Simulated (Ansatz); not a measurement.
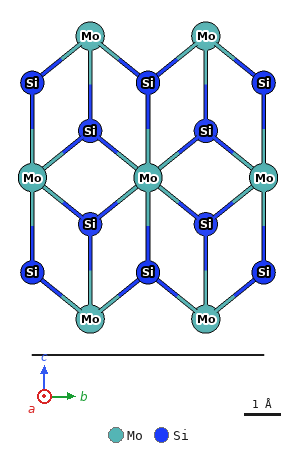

A slab of composition Si$_{4}$Mo$_{3}$ (cut from the I4/mmm phase), before the relaxation. The picture is a ball-and-stick view of the 2 × 2 repeat of the cell, outlined in the plane, without the vacuum, seen along the a axis.

Case: (0 0 1) slab, atoms relaxed. The slab is the (0 0 1) face of Si2Mo.

Computed with DFT PBE, scalar-relativistic, plane waves, PAW (Ansatz).

Input
```yaml
crystal:
  lattice:
    - [3.2168473731, 0.0, 0.0]
    - [0.0, 3.2168473731, 0.0]
    - [0.0, 0.0, 22.8730199825]
  atoms:
    - { symbol: Mo, position: [0.5, 0.5, 0.3278972346] }
    - { symbol: Si, position: [0.0, 0.0, 0.3846570233] }
    - { symbol: Si, position: [0.5, 0.5, 0.4432402113] }
    - { symbol: Mo, position: [0.0, 0.0, 0.5] }
    - { symbol: Si, position: [0.5, 0.5, 0.5567597887] }
    - { symbol: Si, position: [0.0, 0.0, 0.6153429767] }
    - { symbol: Mo, position: [0.5, 0.5, 0.6721027654] }
basis:
  ecutwfc: 420
kpoints:
  mp_grid: { grid: [11, 11, 1] }
hamiltonian:
  xc: pbe
scf:
  occupations: { method: gaussian, width: 0.1 }
output:
  forces: true
  eigenvalues: true
relax:
  adjacent_minimum: "off"
  f_tol: 0.02
  max_steps: 60
efield:
  axis: 3
  dipole_correction: true
  ramp_width: 0.04
```

Run as
```bash
ansatz run input.yaml --threads 1 --pin off --max-ram 2560MiB --backend cpu --events-out ev --progress --plain --runs-dir out
```

### What does the optimiser find from here?

The energy falls by 0.258 eV per cell of the calculation in 3 accepted moves (4 points after the start). The largest force component goes from 1.7 to 0.0034 eV/Å. 1 step only repeated the SCF at the same geometry. The largest moves, 0.11 Å, are those of Mo1 and Mo7. Mo7 goes along the normal (−c). Largest moves by element: Mo 0.11 Å, Si 0.06 Å. The cell stays as it was. Among the contacts that change: Mo1–Si3 2.638 → 2.505 Å, Mo1–Si2 2.619 → 2.543 Å, Mo4–Si6 2.638 → 2.694 Å, Mo4–Si5 2.619 → 2.633 Å. Bond angles that change, for instance: Si2–Mo1–Si2 120.6° → 126.9°, Mo1–Si2–Mo1 120.6° → 126.9°, Si2–Mo1–Si3 60.3° → 63.5°. The run took 87 s on 1 thread of Arm Neoverse V1, with other jobs on the host, peak memory 0.47 GiB.

History of the run:

```json
{"step": "0", "E − E(0), meV/atom": "0.00", "largest force component, eV/Å": "1.6525", "note": ""}
{"step": "1", "E − E(0), meV/atom": "-25.75", "largest force component, eV/Å": "0.9693", "note": ""}
{"step": "2", "E − E(0), meV/atom": "-36.47", "largest force component, eV/Å": "0.1744", "note": ""}
{"step": "3", "E − E(0), meV/atom": "-36.92", "largest force component, eV/Å": "0.0035", "note": ""}
{"step": "4", "E − E(0), meV/atom": "-36.92", "largest force component, eV/Å": "0.0034", "note": "same geometry, SCF repeated"}
```

After the run, drawn alike:

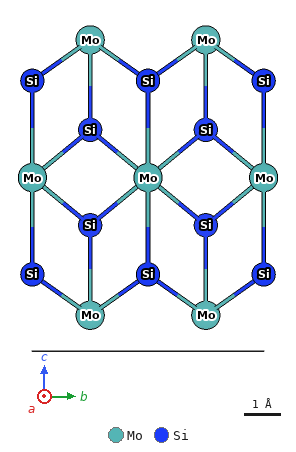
